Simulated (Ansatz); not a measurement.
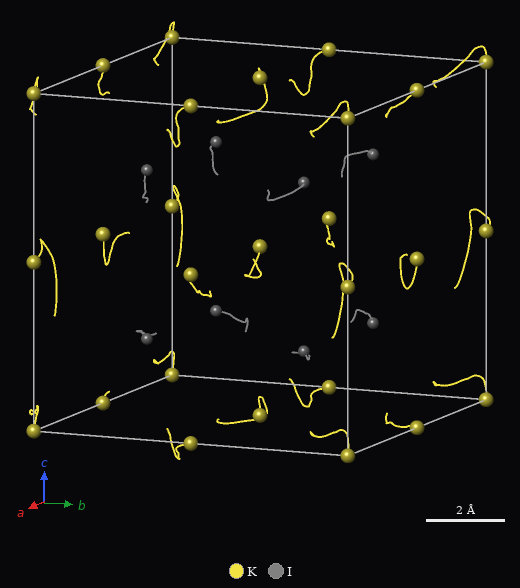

A Born-Oppenheimer molecular dynamics run of a 16-atom cell of KI (set up in Pm-3m), 219 fs long. Lines trace each atom's path, in the colour of its element; spheres stand at the starting positions. Seen slightly off an axis in the simulation cell.

All numbers below come from DFT PBE, scalar-relativistic, plane waves, PAW in Ansatz. Settings: plane-wave cutoff 420 eV; k-point mesh 1 × 1 × 1; Fermi-Dirac smearing 0.224 eV; volume 1.1 times that of the relaxed crystal; Langevin thermostat and barostat (NPT); set temperature 2600 K; time step 3 fs; friction 0.005 per fs; target pressure 10 GPa.

Describe the motion.

Answer. Root-mean-square distances from the starting positions over the second half, with the common drift of all atoms taken out: I 0.73 Å, K 0.73 Å. Against the typical shortest distance between atoms in the first frame, about 3.8 Å these are large excursions, but over 219 fs one can't yet tell strong vibration from the start of diffusion. Over the second half the temperature averages 2316 K (spread ±371 K). The potential energy is still drifting at the end, so the run hasn't reached equilibrium. The potential energy in the second half lies on average 520 meV per atom above the first frame. The mean pressure there is 13.4 GPa. The volume ends −30.8 % from the start.
